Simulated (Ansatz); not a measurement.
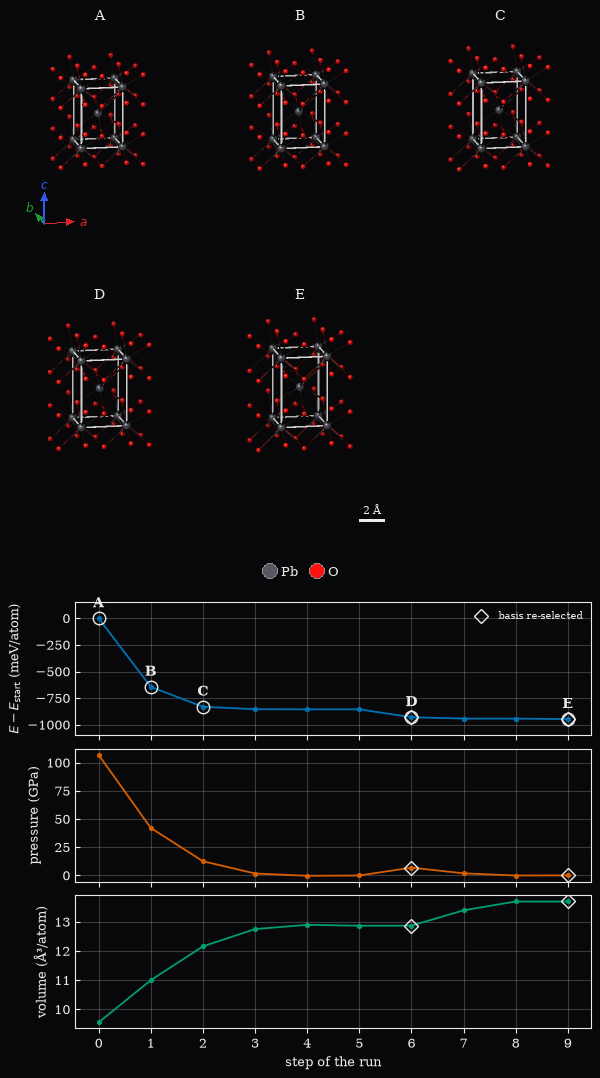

Frames of a relaxation of crystalline PbO₂ (a generated structure, set up in P4_2/nmc) (coarse preliminary run), marked on the history of the run. Style: ball-and-stick. Shown: the cell of the calculation, slightly off an axis.

Case: Zr → Pb on all its sites, cell and atoms relaxed.

Computed with DFT PBE, scalar-relativistic, plane waves, PAW in Ansatz.

Input
```yaml
crystal:
  lattice:
    - [3.399363899, 0.0, 0.0]
    - [0.0, 3.399363899, 0.0]
    - [0.0, 0.0, 4.9591068345]
  atoms:
    - { symbol: Pb, position: [0.0, 0.0, 0.0] }
    - { symbol: Pb, position: [0.5, 0.5, 0.5] }
    - { symbol: O, position: [0.0, 0.5, 0.3071893779] }
    - { symbol: O, position: [0.0, 0.5, 0.8071893779] }
    - { symbol: O, position: [0.5, 0.0, 0.6928106221] }
    - { symbol: O, position: [0.5, 0.0, 0.1928106221] }
basis:
  ecutwfc: 420
kpoints:
  mp_grid: { grid: [6, 6, 4] }
hamiltonian:
  xc: pbe
scf:
  occupations: { method: gaussian, width: 0.1 }
output:
  forces: true
  stress: true
  eigenvalues: true
relax:
  adjacent_minimum: "off"
  f_tol: 0.05
  max_steps: 60
  cell: { stress_tol: 0.5 }
```

Launched with:
```bash
ansatz run input.yaml --threads 1 --pin off --max-ram 2560MiB --backend cpu --events-out ev --progress --plain --runs-dir out
```

Q: What happens along the run?

A: The largest moves relative to the cell, 0.045 Å, are those of O3, O4, O5 and O6. O4 goes along +c. Pb stays in place. The volume changes by +43.4 %, with a = b 3.399 → 3.780 Å (+11.2 %), c 4.959 → 5.753 Å (+16.0 %). Near-neighbour distances that change, for instance: Pb1–O3 2.282 → 2.618 Å, Pb1–O4 1.950 → 2.169 Å. Bond angles that change, for instance: Pb1–O3–Pb1 96.3° → 92.4°. The space group stays P4_2/nmc (No. 137). The energy falls by 946 meV per atom in 7 accepted moves (9 points after the start). Largest force component: 1.8 eV/Å at the start, 0.015 eV/Å at the end. Pressure: 106.98 GPa at the start and 0.06 GPa at the end. The SCF was repeated twice at an unchanged geometry on a basis and grid sized afresh for the cell, which shifted the energy by 73.8 meV per atom at most. Cost: 33 s on 1 thread of AMD EPYC 7R43 64-Core Processor (Zen 3), with other jobs on the host, peak memory 0.44 GiB. From step 0 to 1: volume +15.2 %, energy −643 meV per atom. From step 1 to 2: volume +10.5 %, energy −188 meV per atom. From step 2 to 6: volume +5.8 %, energy −98.1 meV per atom. From step 6 to 9: O atoms move most (0.06 Å), volume +6.5 %, energy −17.7 meV per atom.
